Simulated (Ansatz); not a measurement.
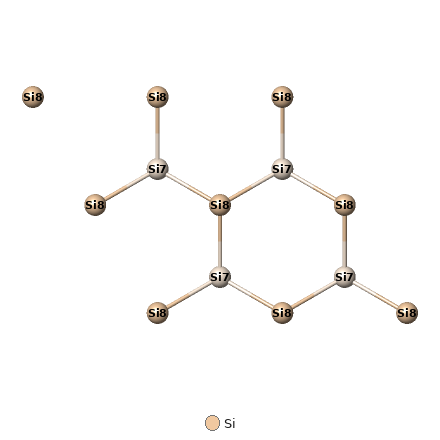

The system is O on a Si(001) slab cut from the P6_3/mmc phase, its upper half relaxed before the scan (8 atoms of substrate and one adsorbate in a 1 × 1 cell); the picture shows it without the atoms that are moved over the map. 
- O is moved over the surface cell; relaxed at each place: the height of the adsorbate's atoms; substrate rigid; the origin of the map has the adsorbate above Si8.
- Places are given modulo a cell vector. The map is drawn in real space over the plane of the surface.
- Grid: 6 × 6 points; 10 points were computed and 26 follow by symmetry.
- Energies are in eV, from the lowest grid point.
- At some places the adsorbate sinks to or below the level of the top layer. With one adsorbate in each 1 × 1 cell, its nearest image is 3.9 Å away, so neighbouring adsorbates interact.
- Theory: DFT PBE, scalar-relativistic, plane waves, PAW in Ansatz 0.2.0. Settings: cutoff 420 eV, k-mesh 9×9×1, gaussian smearing 0.05 eV, spin-polarised.

Range: position of O9 along the first surface vector from 0.000 to 0.833; position of O9 along the second surface vector from 0.000 to 0.833.

### Predict the map.

The lowest grid point is at (2/6, 1/6) of the cell vectors [nearest 1 Si at 1.59 Å]. The same energy is found at (5/6, 1/6) of the cell vectors [nearest 1 Si at 1.59 Å]; (5/6, 4/6) of the cell vectors [nearest 1 Si at 1.59 Å]. The highest grid point, a place at or below the level of the top layer, (2/6, 4/6) of the cell vectors, lies 2.22 eV above the lowest. At the lowest point the adsorbate has 1 Si at 1.59 Å as nearest neighbours, at the highest 3 Si at 2.24 Å. Its relaxed height above the top atom is 1.14 Å at the lowest and −0.92 Å at the highest point.

```
second ↓, first →   0/6   1/6   2/6   3/6   4/6   5/6
              5/6  0.41  0.62  1.26  1.26  0.62  0.41
              4/6  0.23  1.26  2.22  1.26  0.23  0.00
              3/6  0.74  1.26  1.26  0.74  0.69  0.69
              2/6  0.23  0.62  0.23  0.69  1.82  0.69
              1/6  0.41  0.41  0.00  0.69  0.69  0.00
              0/6  0.42  0.41  0.23  0.74  0.23  0.41
```

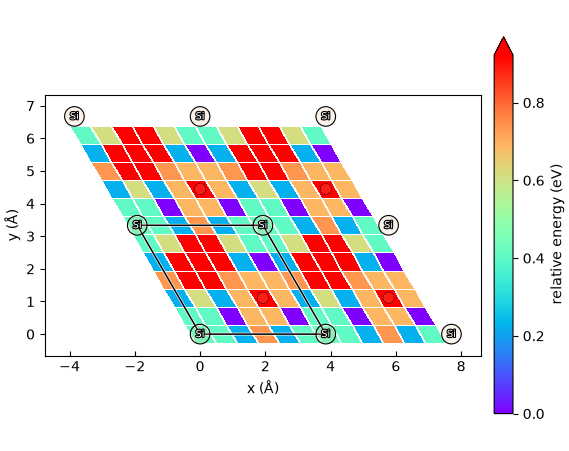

The picture shows one coloured cell a grid point, labelled circles for the atoms of the top layer and small ones for the second layer, the outline of one cell of the 2 × 2 shown, one colour for all values above the top of the scale.

Each point was launched as `ansatz run input.yaml --threads 1 --pin off --max-ram 3072MiB --backend cpu --events-out ev --progress --plain --runs-dir out`. The whole map (10 points run) took 68 min on 1 thread of Arm Neoverse V1, with other jobs on the host.

PAW datasets: the set soft_1.
